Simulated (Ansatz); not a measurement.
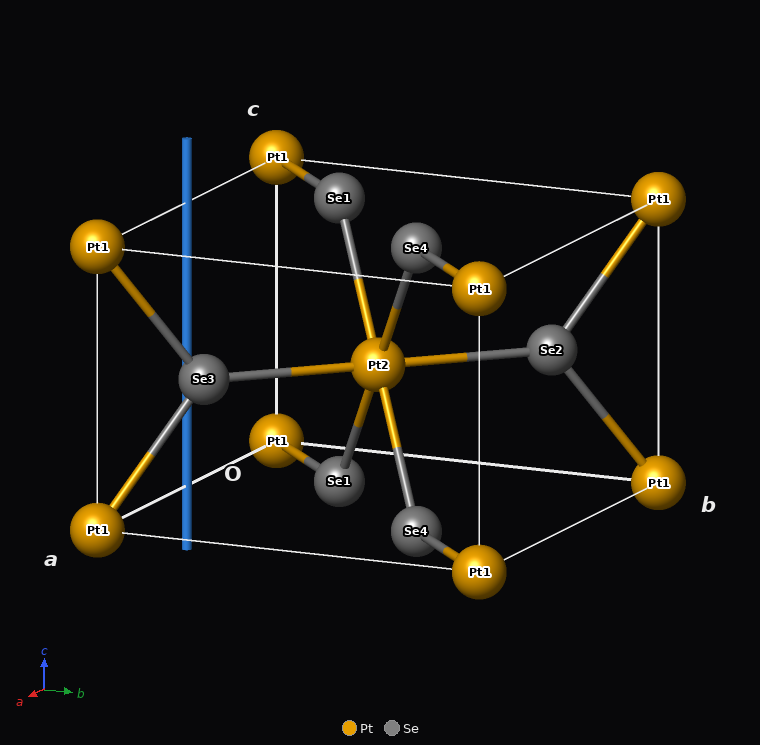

For PtSe2, the geometry relaxed with Ansatz 0.2.0, DFT, PBE, plane waves, PAW; the starting structure was generated, so it need not be a known form of this composition: the coloured rod is the axis of a symmetry operation of the crystal. Geometry calculated from the standardised cell; symmetry tolerance 0.002 Å.

a = 5.801 Å, b = 5.801 Å, c = 4.009 Å, α = 90.00°, β = 90.00°, γ = 90.00°.

```json
{"atom": "Pt1", "x": "0.0000", "y": "0.0000", "z": "0.0000"}
{"atom": "Pt2", "x": "0.5000", "y": "0.5000", "z": "0.5000"}
{"atom": "Se1", "x": "0.3101", "y": "0.3101", "z": "0.0000"}
{"atom": "Se2", "x": "0.1899", "y": "0.8101", "z": "0.5000"}
{"atom": "Se3", "x": "0.8101", "y": "0.1899", "z": "0.5000"}
{"atom": "Se4", "x": "0.6899", "y": "0.6899", "z": "0.0000"}
```

Take the operation x, y, z → −y+1/2, x−1/2, z+1/2.

What kind of operation is it, and where does it lie?

Answer. It is a 4₂ screw rotation with translation (0, 0, 1/2), about the line along [0 0 1] through (1/2, 0, 1/2).

Onto which atom does it carry each atom (up to whole multiples of a, b and c)?

Answer. Pt1 → Pt2, Pt2 → Pt1, Se1 → Se2, Se2 → Se4, Se3 → Se1, Se4 → Se3.

What is the crystal's space group?

Answer. P4_2/mnm (No. 136).
